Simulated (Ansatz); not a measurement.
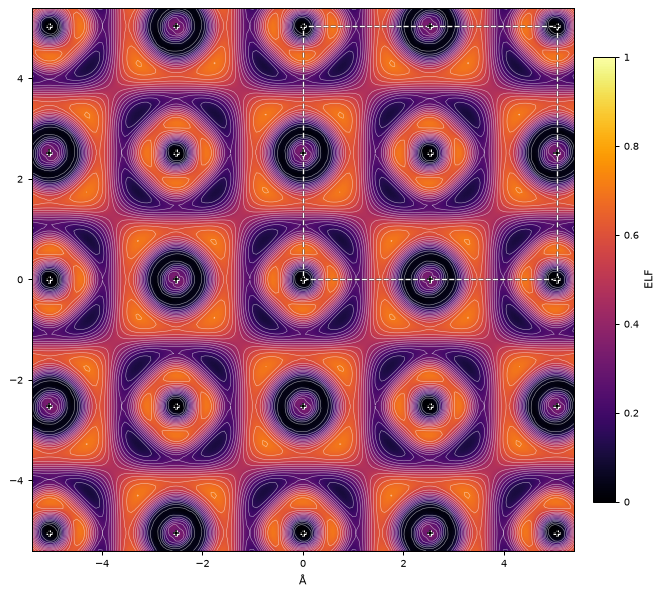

The ELF on a plane through atoms (crosses mark nuclei in the plane).

All numbers below come from DFT LDA, scalar-relativistic, plane waves, PAW in Ansatz 0.2.0.

Candidates:
A. TaN, a = 4.35 Å, b = 4.35 Å, c = 4.35 Å, α = 90.00°, β = 90.00°, γ = 90.00°. Space group Fm-3m.
B. Si, a = 7.18 Å, b = 7.18 Å, c = 3.84 Å, α = 90.00°, β = 90.00°, γ = 90.00°. Space group I4/mmm; a structure from a database of computed crystals, not necessarily the ambient phase; changed on purpose from its base cell (strain +0.080 along x and y, +0.000 along z, atoms carried along); not relaxed (largest force 0.5 eV/Å); computed pressure about −10 GPa in this cell.
C. TiAl, a = 5.05 Å, b = 5.05 Å, c = 5.05 Å, α = 90.00°, β = 90.00°, γ = 90.00°. Space group Fm-3m; a structure from a database of computed crystals, not necessarily the ambient phase; computed pressure about 8 GPa in this cell; computed without spin polarisation.

Q: Which system is this?

A: Candidate C: TiAl on the (100) plane of the conventional cell, which holds Ti and Al. Ti–Al (2.52 Å): the ELF is about 0.40 at the midpoint.
